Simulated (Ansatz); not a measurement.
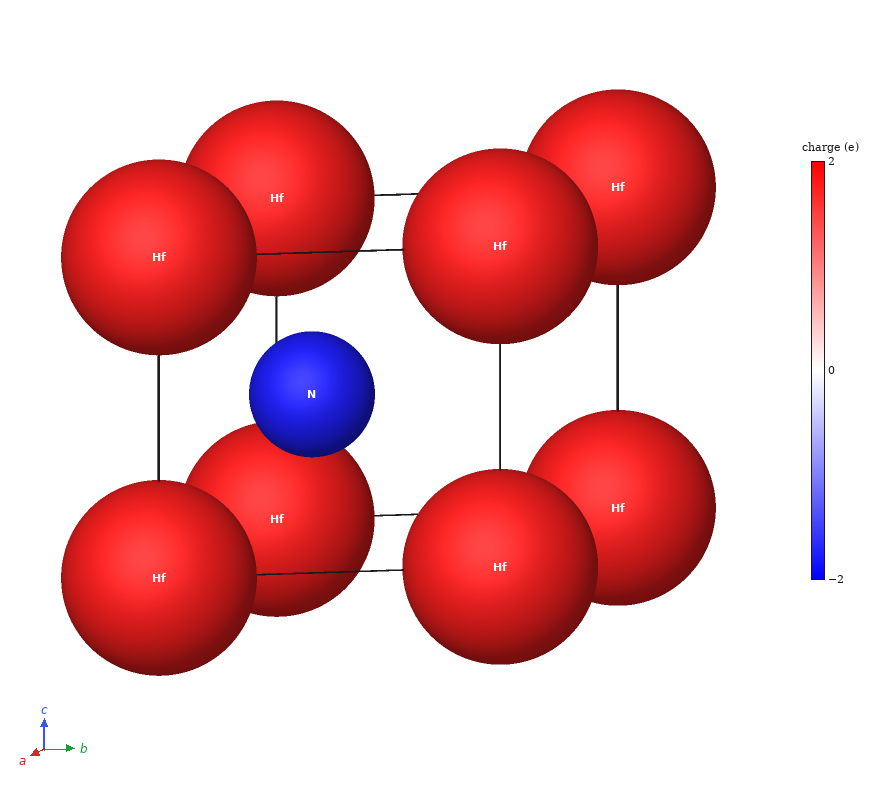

Spheres-only representation of a periodic structure, projected slightly off an axis. The wireframe shows the simulation cell. The atoms of this HfN cell are coloured by their Bader charge.

Setup: Ansatz 0.2.0, DFT PBE, scalar-relativistic, plane waves, PAW; E_cut = 420 eV, k-point mesh 14×14×12, Gaussian smearing of 0.05 eV, no spin polarisation.

Give the charges by element.

Answer. Most positive: Hf; most negative: N. Charges: about Hf +1.7 e; N -1.7 e.

The structure was taken from a structure type filled with these elements by a generator (whether the compound takes this form wasn't checked). Earlier steps of the study, as a rule a relaxation of our own, may have changed the cell and positions, so they can lie some per cent off the listed ones. It went into a calculation with Ansatz.
